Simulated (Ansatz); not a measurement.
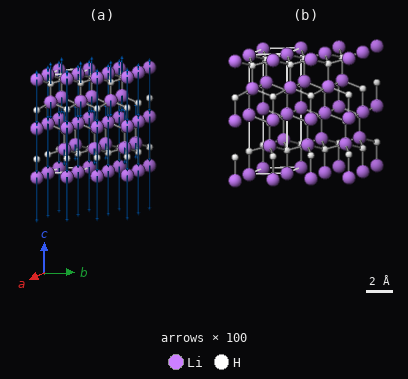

The structure of a crystal of LiH (built on the 4H polytype type) before (left) and after (right) a relaxation, at one scale. The blue arrows give the displacements (the part carried along by the change of the cell is left out), 100 times their true length.

Style: ball-and-stick. Shown: the cell of the calculation, repeated 2 × 3 × 1 with one cell outlined, slightly off an axis.

Method: DFT, PBEsol, plane waves, PAW (Ansatz 0.2.0).

Input file:
```yaml
crystal:
  lattice:
    - [2.4171564782, 0.0, 0.0]
    - [-1.2085782391, 2.093318915, 0.0]
    - [0.0, 0.0, 7.8944330577]
  atoms:
    - { symbol: Li, position: [0.0, 0.0, 0.0] }
    - { symbol: Li, position: [0.3333333333, 0.6666666667, 0.25] }
    - { symbol: Li, position: [0.0, 0.0, 0.5] }
    - { symbol: Li, position: [0.6666666667, 0.3333333333, 0.75] }
    - { symbol: H, position: [0.0, 0.0, 0.1875] }
    - { symbol: H, position: [0.3333333333, 0.6666666667, 0.4375] }
    - { symbol: H, position: [0.0, 0.0, 0.6875] }
    - { symbol: H, position: [0.6666666667, 0.3333333333, 0.9375] }
kpoints:
  mp_grid: { grid: [9, 9, 4] }
hamiltonian:
  xc: pbesol
scf:
  occupations: { method: fermi_dirac, width: 0.03 }
relax:
  f_tol: 0.01
  cell: {}
  max_steps: 120
```

Launched with:
```bash
ansatz run input.yaml --threads 4 --pin off --max-ram 4608MiB --backend cpu --events-out ev --progress --plain --runs-dir out
```

Question: Describe what moved and what it gained.

Answer: The energy falls by 475 meV per atom in 8 accepted moves (10 points after the start). Largest force component: 0.089 eV/Å at the start, 0.0025 eV/Å at the end. The pressure goes from 53.19 to −0.01 GPa. The SCF was repeated twice at an unchanged geometry on a basis and grid sized afresh for the cell, which shifted the energy by 18.7 meV per atom at most. The largest moves relative to the cell, 0.037 Å, are those of Li1 and Li3. Li3 goes along −c. By element the largest moves are Li 0.037 Å, H 0.032 Å. Cell: a = b 2.417 → 3.040 Å (+25.8 %), c 7.894 → 9.599 Å (+21.6 %). Volume +92.4 %. Near-neighbour distances that change, for instance: Li1–Li1 2.417 → 3.040 Å, Li1–Li2 2.417 → 2.992 Å, Li1–Li4 2.417 → 2.955 Å, Li1–H5 1.480 → 1.869 Å. Among the angles between lasting bonds that change: Li2–H6–Li3 109.5° → 107.3°, H6–Li3–H7 109.5° → 107.3°, H6–Li3–H6 109.5° → 111.6°. The space group stays P6_3mc (No. 186). Cost: 13 s on 4 threads of Intel(R) Xeon(R) Processor @ 2.70GHz (shared host), peak memory 0.44 GiB.
